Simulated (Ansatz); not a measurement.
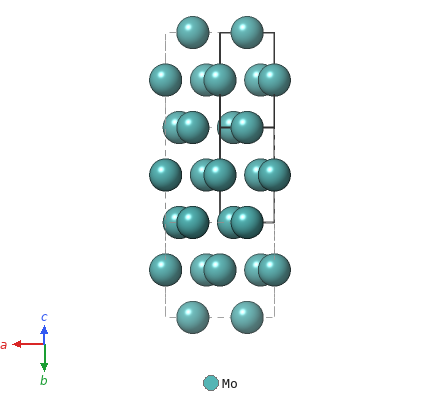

The structure, seen along [011]; the drawing may span several cells.

Structure (in its standard cell), the geometry relaxed with DFT, revPBE, plane waves (420 eV) with PAW, scalar-relativistic in Ansatz 0.2.0; the starting structure was generated, so it need not be a known form of this composition:

```xyz
8
Lattice="2.6622 0.0000 0.0000 0.0000 5.4438 0.0000 0.0000 0.0000 8.9632" Properties=species:S:1:pos:R:3 pbc="T T T"
Mo    0.6656    1.3610    6.7224
Mo    1.3311    0.0000    0.0000
Mo    0.6656    4.0829    2.2408
Mo    1.3311    2.7219    4.4816
Mo    1.9967    1.3610    2.2408
Mo    0.0000    0.0000    4.4816
Mo    1.9967    4.0829    6.7224
Mo    0.0000    2.7219    0.0000
```

**Predict the [011] zone-axis pattern (100 kV, kinematic, B = 0.3 Å²).**

The spots form a centred rectangular net (close to hexagonal) whose two shortest vectors correspond to d = 2.33 Å and 2.31 Å, 60.2° apart. They are 0 2 -2 and 1 1 -1. The pattern has symmetry 2mm. The lattice centring (F) removes all reflections that break h + k = 2n, h + l = 2n; a glide plane extinguishes reflections such as 2 0 0; reflections such as 2 -2 2, 2 2 -2, 2 -4 4 are allowed by the space group but vanish because the atoms sit on special positions.

Strongest reflections with d > 0.80 Å, one of each family (|F|² from tabulated Gaussian fits of the electron scattering factors, times a small damping for the curvature of the Ewald sphere):

```json
{"hkl": "0 2 -2", "d (Å)": "2.326", "I (strongest = 100)": "100"}
{"hkl": "1 1 -1", "d (Å)": "2.311", "I (strongest = 100)": "49"}
{"hkl": "0 4 -4", "d (Å)": "1.163", "I (strongest = 100)": "21"}
{"hkl": "1 3 -3", "d (Å)": "1.340", "I (strongest = 100)": "15"}
{"hkl": "1 5 -5", "d (Å)": "0.878", "I (strongest = 100)": "4"}
{"hkl": "3 1 -1", "d (Å)": "0.872", "I (strongest = 100)": "4"}
```

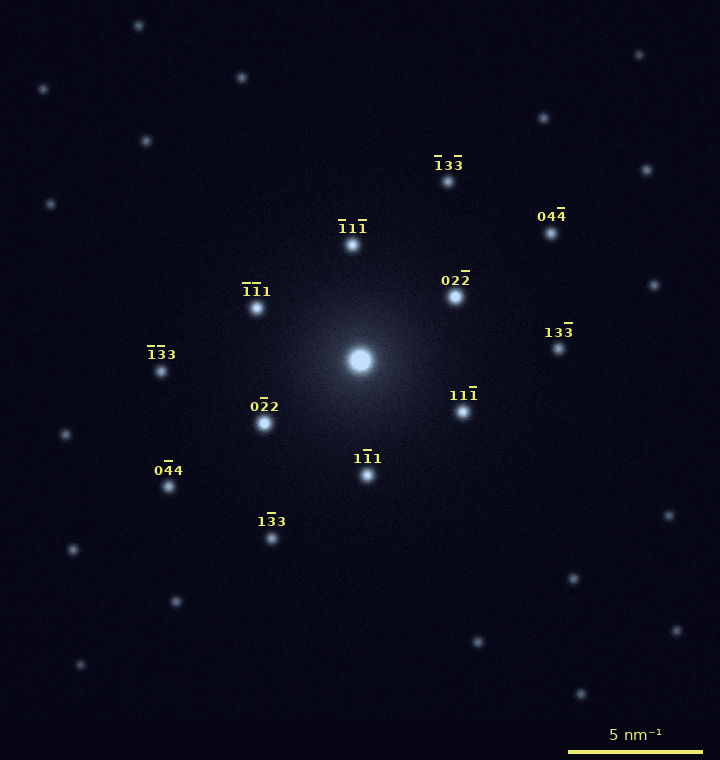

Calculated pattern, seen from the source side with [011] pointing towards the source.
